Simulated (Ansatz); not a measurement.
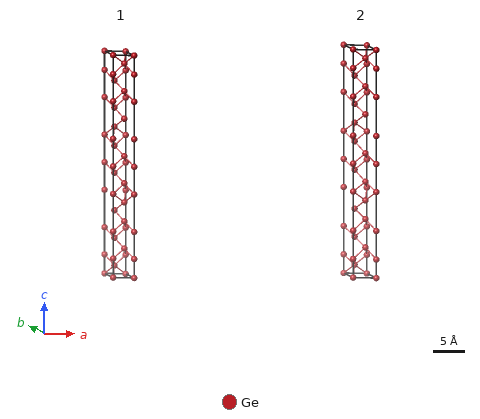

Two geometries of a crystal of Ge (a generated structure, set up in R-3m) (coarse preliminary run), drawn at one scale. One is the start of a relaxation, the other its converged end. The picture is a ball-and-stick view of the conventional cell (3 times the calculation's cell), seen slightly off an axis. Lengths and directions refer to the drawn axes.

Level of theory: DFT PBE, scalar-relativistic, plane waves, PAW (Ansatz 0.2.0). (plane-wave cutoff 420 eV; k-point mesh 6 × 6 × 6; occupations gaussian; smearing width 0.1 eV; no spin polarisation; cell and atoms relaxed; force threshold 0.04 eV/Å; at most 70 steps)

### Which of the two is the end point?

Structure 2 is the relaxed one. Over 6 accepted moves (8 points after the start) the energy falls by 217 meV per atom. The largest force component goes from 0.53 to 0.012 eV/Å. The pressure goes from 21.57 to 0.03 GPa. At 2 points the geometry stayed and the basis and grid were re-selected for the new cell (energy shift of 3.9 meV per atom at most each time). The largest moves relative to the cell, 0.14 Å, are those of Ge atoms. The volume changes by +24.1 %, with a = b 3.481 → 3.829 Å (+10.0 %), c 37.421 → 38.373 Å (+2.5 %). Near-neighbour distances that change, for instance: Ge–Ge 2.511 → 2.811 Å, Ge–Ge 2.563 → 2.775 Å, Ge–Ge 2.524 → 2.681 Å, Ge–Ge 2.578 → 2.651 Å. Among the angles between lasting bonds that change: Ge–Ge–Ge 84.9° → 92.5°, Ge–Ge–Ge 77.1° → 70.7°, Ge–Ge–Ge 92.8° → 88.9°. The space group stays R-3m (No. 166). Cost: 2.9 min on 1 thread of Arm Neoverse V1 (shared host), peak memory 0.55 GiB.
